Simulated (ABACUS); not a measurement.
**Band-structure run, with input and output: Ag**

Ag (1 atom in the cell), computed with Kohn-Sham DFT of a periodic cell, WC, PseudoDojo NC SR 0.4 PBEsol stringent, no spin polarisation (ABACUS 3.10.1).

The structure derives from an entry of the Crystallography Open Database. It belongs to a series of runs on one base structure; here: bands on the converged density.

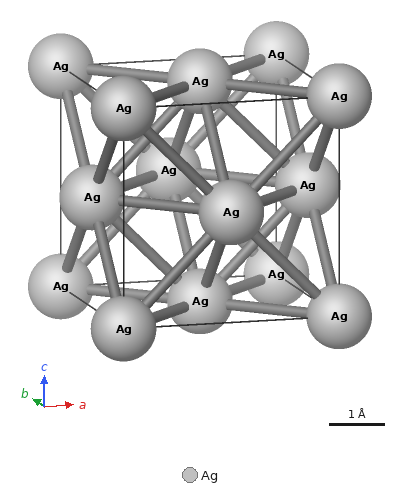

*The input geometry (ball-and-stick view of the cell 4 times as large as that of the calculation, set on its symmetry axes, seen slightly off an axis).*

Input file
```
INPUT_PARAMETERS
suffix              Ag
calculation         nscf
basis_type          pw
pseudo_dir          ./
symmetry            -1
dft_functional      wc
ecutwfc             82.0
pseudo_rcut         10
nspin               1
nbands              20
ks_solver           dav
smearing_method     fd
smearing_sigma      0.00367493
scf_thr             1e-08
scf_nmax            100
mixing_type         broyden
mixing_beta         0.7
init_chg            file
pw_diag_thr         1e-07
out_band            1
kpar                4
```

File STRU
```
ATOMIC_SPECIES
Ag 107.8682 Ag.upf

LATTICE_CONSTANT
1.8897261246

LATTICE_VECTORS
0.0000000000 2.0427500000 2.0427500000
2.0427500000 0.0000000000 2.0427500000
2.0427500000 2.0427500000 0.0000000000

ATOMIC_POSITIONS
Direct

Ag
0.0
1
0.0000000000 0.0000000000 0.0000000000 1 1 1
```

File KPT
```
K_POINTS
12
Line
0.00000000 0.00000000 0.00000000 10 // G
0.50000000 0.00000000 0.50000000 10 // X
0.50000000 0.25000000 0.75000000 10 // W
0.37500000 0.37500000 0.75000000 10 // K
0.00000000 0.00000000 0.00000000 10 // G
0.50000000 0.50000000 0.50000000 10 // L
0.62500000 0.25000000 0.62500000 10 // U
0.50000000 0.25000000 0.75000000 10 // W
0.50000000 0.50000000 0.50000000 10 // L
0.37500000 0.37500000 0.75000000 1 // K
0.62500000 0.25000000 0.62500000 10 // U
0.50000000 0.00000000 0.50000000 1 // X
```

Machine: 4 threads of Intel Xeon (Sapphire Rapids), 16 GiB of memory available, shared host.

Launched with:
```bash
OMP_NUM_THREADS=1 mpirun -np 4 abacus > log
```

Log
```
ABACUS v3.10.1

               Atomic-orbital Based Ab-initio Computation at UStc

 ------------------------------------------------------------------------------------

 READING GENERAL INFORMATION
                           global_out_dir = OUT.Ag/
                           global_in_card = INPUT
                               pseudo_dir = ./
                              orbital_dir =
                                    DSIZE = 4
                                    GSIZE = 1

 READING UNITCELL INFORMATION
                                    ntype = 1
                  lattice constant (Bohr) = 1.88973
              lattice constant (Angstrom) = 1

 READING ATOM TYPE 1
                               atom label = Ag
                      L=0, number of zeta = 1
                      L=1, number of zeta = 1
                      L=2, number of zeta = 1
             number of atom for this type = 1

                        TOTAL ATOM NUMBER = 1
DIRECT COORDINATES
    atom                   x                   y                   z     mag                  vx                  vy                  vz
taud_Ag1            0.0000000000        0.0000000000        0.0000000000  0.0000        0.0000000000        0.0000000000        0.0000000000

                          Volume (Bohr^3) = 115.046
                             Volume (A^3) = 17.0481

 Lattice vectors: (Cartesian coordinate: in unit of a_0)
                   +0            +2.04275            +2.04275
             +2.04275                  +0            +2.04275
             +2.04275            +2.04275                  +0
 Reciprocal vectors: (Cartesian coordinate: in unit of 2 pi/a_0)
            -0.244768           +0.244768           +0.244768
            +0.244768           -0.244768           +0.244768
            +0.244768           +0.244768           -0.244768
 The esolver type has been set to : ksdft_pw

                PAO radial cut off (Bohr) = 10

 Read in pseudopotential file is Ag.upf
                     pseudopotential type = NC
          exchange-correlation functional = PBESOL
                 nonlocal core correction = 1
                        valence electrons = 19
                                     lmax = 2
                           number of zeta = 4
                     number of projectors = 6
                           L of projector = 0
                           L of projector = 0
                           L of projector = 1
                           L of projector = 1
                           L of projector = 2
                           L of projector = 2
 XC functional updated to : wc
          exchange-correlation functional = WC
     initial pseudo atomic orbital number = 10

 SETUP THE ELECTRONS NUMBER
            electron number of element Ag = 19
      total electron number of element Ag = 19
            AUTOSET number of electrons:  = 19
                           occupied bands = 10
                                   NBANDS = 20
                                   NLOCAL = 9

%%%%%%%%%%%%%%%%%%%%%%%%%%%%%%%%%%%%%%%%%%%%%%%%%%%%%%%%%%%%%%%%%%%%%%%%%%%%%%%%%%%%%%%%%%%%%%%%%%%%%%%%%%
 Warning: the number of valence electrons in pseudopotential > 11 for Ag: [Kr] 4d10 5s1
 Pseudopotentials with additional electrons can yield (more) accurate outcomes, but may be less efficient.
 If you're confident that your chosen pseudopotential is appropriate, you can safely ignore this warning.
%%%%%%%%%%%%%%%%%%%%%%%%%%%%%%%%%%%%%%%%%%%%%%%%%%%%%%%%%%%%%%%%%%%%%%%%%%%%%%%%%%%%%%%%%%%%%%%%%%%%%%%%%%

 SETUP THE PLANE WAVE BASIS
 energy cutoff for charge/potential (unit:Ry) = 328
            fft grid for charge/potential = [ 32, 32, 32 ]
                        fft grid division = [ 1, 1, 1 ]
        big fft grid for charge/potential = [ 32, 32, 32 ]
                                     nbxx = 32768
                                     nrxx = 32768

 SETUP PLANE WAVES FOR CHARGE/POTENTIAL
                    number of plane waves = 11575
                         number of sticks = 673

 PARALLEL PW FOR CHARGE/POTENTIAL
     PROC   COLUMNS(POT)             PW
        1            673          11575
 --------------- sum -------------------
        1            673          11575
                            number of |g| = 167
                                  max |g| = 29.4764
                                  min |g| = 0

----------- Double Check Mixing Parameters Begin ------------
mixing_type: broyden
mixing_beta: 0.7
mixing_gg0: 1
mixing_gg0_min: 0.1
mixing_ndim: 8
----------- Double Check Mixing Parameters End ------------

 SETUP K-POINTS
                                    nspin = 1
                                   nkstot = 102
K-POINTS DIRECT COORDINATES
 KPOINTS    DIRECT_X    DIRECT_Y    DIRECT_Z  WEIGHT
       1  0.00000000  0.00000000  0.00000000  1.0000
       2  0.05000000  0.00000000  0.05000000  1.0000
       3  0.10000000  0.00000000  0.10000000  1.0000
       4  0.15000000  0.00000000  0.15000000  1.0000
       5  0.20000000  0.00000000  0.20000000  1.0000
       6  0.25000000  0.00000000  0.25000000  1.0000
       7  0.30000000  0.00000000  0.30000000  1.0000
       8  0.35000000  0.00000000  0.35000000  1.0000
       9  0.40000000  0.00000000  0.40000000  1.0000
      10  0.45000000  0.00000000  0.45000000  1.0000
      11  0.50000000  0.00000000  0.50000000  1.0000
      12  0.50000000  0.02500000  0.52500000  1.0000
      13  0.50000000  0.05000000  0.55000000  1.0000
      14  0.50000000  0.07500000  0.57500000  1.0000
      15  0.50000000  0.10000000  0.60000000  1.0000
      16  0.50000000  0.12500000  0.62500000  1.0000
      17  0.50000000  0.15000000  0.65000000  1.0000
      18  0.50000000  0.17500000  0.67500000  1.0000
      19  0.50000000  0.20000000  0.70000000  1.0000
      20  0.50000000  0.22500000  0.72500000  1.0000
      21  0.50000000  0.25000000  0.75000000  1.0000
      22  0.48750000  0.26250000  0.75000000  1.0000
      23  0.47500000  0.27500000  0.75000000  1.0000
      24  0.46250000  0.28750000  0.75000000  1.0000
      25  0.45000000  0.30000000  0.75000000  1.0000
      26  0.43750000  0.31250000  0.75000000  1.0000
      27  0.42500000  0.32500000  0.75000000  1.0000
      28  0.41250000  0.33750000  0.75000000  1.0000
      29  0.40000000  0.35000000  0.75000000  1.0000
      30  0.38750000  0.36250000  0.75000000  1.0000
[... 72 further k points ...]

           k-point number in this process = 26
       minimum distributed K point number = 25

[... K-POINTS CARTESIAN COORDINATES: 26 rows ...]

[... K-POINTS DIRECT COORDINATES: 26 rows ...]

 SETUP PLANE WAVES FOR WAVE FUNCTIONS
     energy cutoff for wavefunc (unit:Ry) = 82
              fft grid for wave functions = [ 32, 32, 32 ]
                    number of plane waves = 1917
                         number of sticks = 199

 PARALLEL PW FOR WAVE FUNCTIONS
     PROC   COLUMNS(POT)             PW
        1            199           1917
 --------------- sum -------------------
        1            199           1917

 SETUP NONLOCAL PSEUDOPOTENTIALS IN PLANE WAVE BASIS
 Ag non-local projectors:
 projector 1 L=0
 projector 2 L=0
 projector 3 L=1
 projector 4 L=1
 projector 5 L=2
 projector 6 L=2
      TOTAL NUMBER OF NONLOCAL PROJECTORS = 18

 Init Non-Local PseudoPotential table :
 Init Non-Local-Pseudopotential done.

                                     npwx = 1459

 Make real space PAO into reciprocal space.
       max mesh points in Pseudopotential = 1001
     dq(describe PAO in reciprocal space) = 0.01
                                    max q = 1091

 number of pseudo atomic orbitals for Ag is 4
WARNING: norm of atomic wavefunction # 4 of atomic type Ag is 0.999795, renormalized

 -------------------------------------------
 NONSELF-CONSISTENT
 -------------------------------------------
                                 init_chg = file
 try to read charge from file
 Read in the charge density: OUT.Ag//Ag-CHARGE-DENSITY.restart

 PW ALGORITHM --------------- ION=   1  ELEC=   1--------------------------------
 k(1/102) Iter steps (avg)=11 threshold=1e-07
 k(2/102) Iter steps (avg)=11 threshold=1e-07
 k(3/102) Iter steps (avg)=11 threshold=1e-07
 k(4/102) Iter steps (avg)=11 threshold=1e-07
 k(5/102) Iter steps (avg)=13 threshold=1e-07
 k(6/102) Iter steps (avg)=15 threshold=1e-07
 k(7/102) Iter steps (avg)=16 threshold=1e-07
 k(8/102) Iter steps (avg)=14 threshold=1e-07
 k(9/102) Iter steps (avg)=16 threshold=1e-07
 k(10/102) Iter steps (avg)=20 threshold=1e-07
 k(11/102) Iter steps (avg)=20 threshold=1e-07
 k(12/102) Iter steps (avg)=25 threshold=1e-07
 k(13/102) Iter steps (avg)=17 threshold=1e-07
 k(14/102) Iter steps (avg)=17 threshold=1e-07
 k(15/102) Iter steps (avg)=16 threshold=1e-07
 k(16/102) Iter steps (avg)=16 threshold=1e-07
 k(17/102) Iter steps (avg)=16 threshold=1e-07
 k(18/102) Iter steps (avg)=15 threshold=1e-07
 k(19/102) Iter steps (avg)=14 threshold=1e-07
 k(20/102) Iter steps (avg)=14 threshold=1e-07
 k(21/102) Iter steps (avg)=14 threshold=1e-07
 k(22/102) Iter steps (avg)=14 threshold=1e-07
 k(23/102) Iter steps (avg)=17 threshold=1e-07
 k(24/102) Iter steps (avg)=17 threshold=1e-07
 k(25/102) Iter steps (avg)=19 threshold=1e-07
 k(26/102) Iter steps (avg)=21 threshold=1e-07
[... levels at 26 k points of this process ...]

 Density error is 0.00000000000
                          Error Threshold = 1.00000000000e-07
----------------------------------------------------------
     Energy           Rydberg                 eV
----------------------------------------------------------
 E_KohnSham     -309.9389280165      -4216.9354530356
 E_KS(sigma->0) -309.9388898162      -4216.9349332948
 E_Harris       -309.9389280165      -4216.9354530356
 E_band         -17.2484087857       -234.6766409194
 E_one_elec     -120.1203365651      -1634.3210229629
 E_Hartree      70.8104197102        963.4251858309
 E_xc           -46.2464030151       -629.2145930102
 E_Ewald        -214.3825317460      -2916.8239834117
 E_entropy(-TS) -0.0000764005        -0.0010394817
 E_descf        0.0000000000         0.0000000000
 E_exx          0.0000000000         0.0000000000
 E_Fermi        1.4127919717         19.2220209038
----------------------------------------------------------

 charge density convergence is achieved
 final etot is -4216.9354530 eV
 EFERMI = 19.222020904 eV

 STATE ENERGY(eV) AND OCCUPATIONS    NSPIN == 1
 1/26 kpoint (Cartesian) = 0.0000 0.0000 0.0000 (1459 pws)
       1       -74.6820      0.0196078
       2       -38.0791      0.0196078
       3       -38.0791      0.0196078
       4       -38.0791      0.0196078
       5        9.39305      0.0196078
       6        12.4756      0.0196078
       7        12.4756      0.0196078
       8        12.4756      0.0196078
       9        13.5254      0.0196078
      10        13.5254      0.0196078
      11        33.4126        0.00000
      12        36.9132        0.00000
      13        36.9132        0.00000
      14        36.9132        0.00000
      15        41.7098        0.00000
      16        42.5207        0.00000
      17        42.5207        0.00000
      18        42.5207        0.00000
      19        46.7953        0.00000
      20        46.7953        0.00000

 2/26 kpoint (Cartesian) = 0.0000 0.024477 0.0000 (1443 pws)
       1       -74.6814      0.0196078
       2       -38.0831      0.0196078
       3       -38.0807      0.0196078
       4       -38.0807      0.0196078
       5        9.49805      0.0196078
       6        12.4337      0.0196078
       7        12.5141      0.0196078
       8        12.5141      0.0196078
       9        13.4834      0.0196078
      10        13.5433      0.0196078
      11        33.4438        0.00000
      12        36.4787        0.00000
      13        36.6349        0.00000
      14        36.6349        0.00000
      15        42.3512        0.00000
      16        42.3835        0.00000
      17        42.3835        0.00000
      18        42.6983        0.00000
      19        45.5865        0.00000
      20        47.3792        0.00000

 3/26 kpoint (Cartesian) = 0.0000 0.048954 0.0000 (1435 pws)
       1       -74.6798      0.0196078
       2       -38.0944      0.0196078
       3       -38.0852      0.0196078
       4       -38.0852      0.0196078
       5        9.80495      0.0196078
       6        12.3138      0.0196078
       7        12.6281      0.0196078
       8        12.6281      0.0196078
       9        13.3693      0.0196078
      10        13.5955      0.0196078
      11        33.5309        0.00000
      12        35.6187        0.00000
      13        35.8237        0.00000
      14        35.8237        0.00000
      15        42.3364        0.00000
      16        42.3364        0.00000
      17        42.5473        0.00000
      18        43.2303        0.00000
      19        44.5960        0.00000
      20        48.7386        0.00000

 4/26 kpoint (Cartesian) = 0.0000 0.073430 0.0000 (1439 pws)
       1       -74.6772      0.0196078
       2       -38.1121      0.0196078
       3       -38.0922      0.0196078
       4       -38.0922      0.0196078
       5        10.2814      0.0196078
       6        12.1316      0.0196078
       7        12.8132      0.0196078
       8        12.8132      0.0196078
       9        13.2262      0.0196078
      10        13.6777      0.0196078
      11        33.6568        0.00000
      12        34.6220        0.00000
      13        34.6220        0.00000
      14        34.7614        0.00000
      15        40.1253        0.00000
      16        42.7023        0.00000
      17        42.7023        0.00000
      18        44.1126        0.00000
      19        46.4339        0.00000
      20        50.3974        0.00000

 5/26 kpoint (Cartesian) = 0.0000 0.097907 0.0000 (1435 pws)
       1       -74.6740      0.0196078
       2       -38.1342      0.0196078
       3       -38.1011      0.0196078
       4       -38.1011      0.0196078
       5        10.8325      0.0196078
       6        11.9096      0.0196078
       7        13.0608      0.0196078
       8        13.0608      0.0196078
       9        13.1657      0.0196078
      10        13.7827      0.0196078
      11        33.2436        0.00000
      12        33.2436        0.00000
      13        33.8014        0.00000
      14        33.9523        0.00000
      15        37.6012        0.00000
      16        43.4828        0.00000
      17        43.4828        0.00000
      18        45.3342        0.00000
      19        48.5970        0.00000
      20        49.9244        0.00000

 6/26 kpoint (Cartesian) = 0.0000 0.12238 0.0000 (1427 pws)
       1       -74.6704      0.0196078
       2       -38.1585      0.0196078
       3       -38.1109      0.0196078
       4       -38.1109      0.0196078
       5        11.2253      0.0196078
       6        11.6726      0.0196078
       7        13.3570      0.0196078
       8        13.3570      0.0196078
       9        13.4403      0.0196078
      10        13.9011      0.0196078
      11        31.8549        0.00000
      12        31.8549        0.00000
      13        32.8445        0.00000
      14        33.9464        0.00000
      15        35.6238        0.00000
      16        44.6124        0.00000
      17        44.6124        0.00000
      18        46.8747        0.00000
      19        49.2207        0.00000
      20        50.5018        0.00000

[... levels at 20 further k points ...]

 --------------------------------------------
 !FINAL_ETOT_IS -4216.935453035611 eV
 --------------------------------------------

 Output bands in file: OUT.Ag/BANDS_1.dat
```

Standard output
```
ABACUS v3.10.1

               Atomic-orbital Based Ab-initio Computation at UStc

 dft_functional readin is: wc
 dft_functional in pseudopot file is: PBESOL
 Please make sure this is what you need

%%%%%%%%%%%%%%%%%%%%%%%%%%%%%%%%%%%%%%%%%%%%%%%%%%%%%%%%%%%%%%%%%%%%%%%%%%%%%%%%%%%%%%%%%%%%%%%%%%%%%%%%%
 Warning: the number of valence electrons in pseudopotential > 11 for Ag: [Kr] 4d10 5s1
 Pseudopotentials with additional electrons can yield (more) accurate outcomes, but may be less efficient.
 If you're confident that your chosen pseudopotential is appropriate, you can safely ignore this warning.
%%%%%%%%%%%%%%%%%%%%%%%%%%%%%%%%%%%%%%%%%%%%%%%%%%%%%%%%%%%%%%%%%%%%%%%%%%%%%%%%%%%%%%%%%%%%%%%%%%%%%%%%%

 UNIFORM GRID DIM        : 32 * 32 * 32
 UNIFORM GRID DIM(BIG)   : 32 * 32 * 32
 ---------------------------------------------------------
 ---------------------------------------------------------
 SPIN    KPOINTS         PROCESSORS  THREADS
 1       102             4           4
 ---------------------------------------------------------
 Use plane wave basis
 ---------------------------------------------------------
 ELEMENT NATOM       XC
 Ag      1
 ---------------------------------------------------------
 Initial plane wave basis and FFT box
 ---------------------------------------------------------
 -------------------------------------------
 NONSELF-CONSISTENT :
 -------------------------------------------
 START CHARGE      : file
 ITER       ETOT/eV          EDIFF/eV         DRHO     TIME/s
 DA1     -4.21693545e+03   0.00000000e+00   0.0000e+00   1.93
```

Key numbers

```csv
quantity,value
outcome,converged
space group (tolerance 0.01 Å),Fm-3m (225)
electrons treated,19
Fermi energy of the self-consistent step,17.516 eV
wall time,2.3 s (CPU time 8.7 s)
peak memory,0.36 GiB
```
